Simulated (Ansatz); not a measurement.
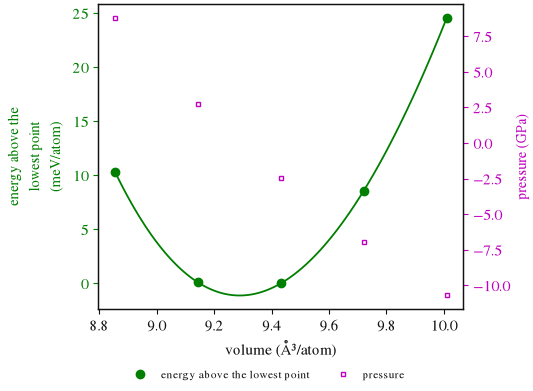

Plotted: energy above the lowest point and pressure against volume for MgO, space group Fm-3m (No. 225) (one of a set of cubic test structures, which need not be the stable phase).

Calculation (Ansatz 0.2.0 development build): equation of state of a cubic crystal from periodic Kohn-Sham density functional theory without spin, third-order Birch-Murnaghan fit to the free energies; pressure corrected for the finite basis. Level: r2SCAN.

```
                setting                   value
         structure type               rock salt
          atoms in cell                       2
     space group number                     225
       lattice centring  face-centred primitive
                 k mesh                14×14×14
      occupation method             Fermi–Dirac
       occupation width                  0.1 eV
            wave cutoff                 1050 eV
               datasets           hand-made PAW
      density tolerance                1e-09 eV
                  bands                      12
   density cutoff ratio                       5
search for lower states                 default
          xc grid level                       2
```

Q: Give the fitted equation-of-state parameters.

A: A third-order Birch–Murnaghan fit gives V0 = 9.29 Å³/atom, B0 = 167 GPa and B′ = 4.1.

Q: How does the pressure vary with volume?

A: It falls from 8.8 GPa at volume 8.85 Å³/atom to −10.7 GPa at 10.01 Å³/atom, and changes sign near 9.29 Å³/atom.
